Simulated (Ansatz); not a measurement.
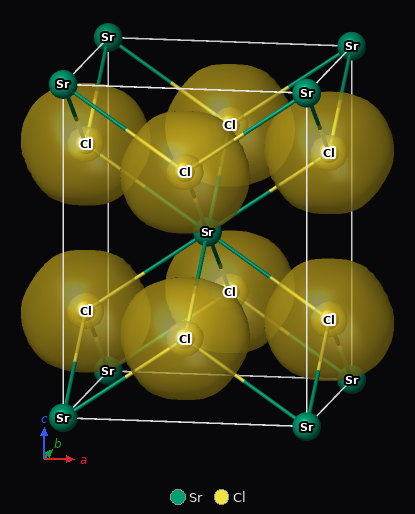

SrCl2. Isosurface of the ELF at 0.65 (yellow), seen slightly off an axis. Only the valence region is drawn (cores and ρ < 0.01 e/Å³ removed). Sticks mark near contacts.

Space group I4/mmm; changed on purpose from its base cell (strain +e along x and -e along y +0.0000, strain +e along z and -e/2 along x and y -0.0200).

These are results of DFT PBE, scalar-relativistic, plane waves, PAW (Ansatz), not measurements.

Core electrons are frozen (PAW), and the valence fields are smoothed inside the atomic spheres.

**What do the ELF domains correspond to?**

At this value the surface marks out four regions wrapped around Cl (the valence shell of each), counted in one cell of 6 atoms. Any copies at cell faces, edges or corners count once.

Values along the shortest contacts:
Sr–Cl (3.05 Å): the ELF peaks at about 0.90 in the valence shell of Cl, 0.8 Å from its nucleus, and drops to about 0.05 between the two atoms; an ionic contact with no shared pair.
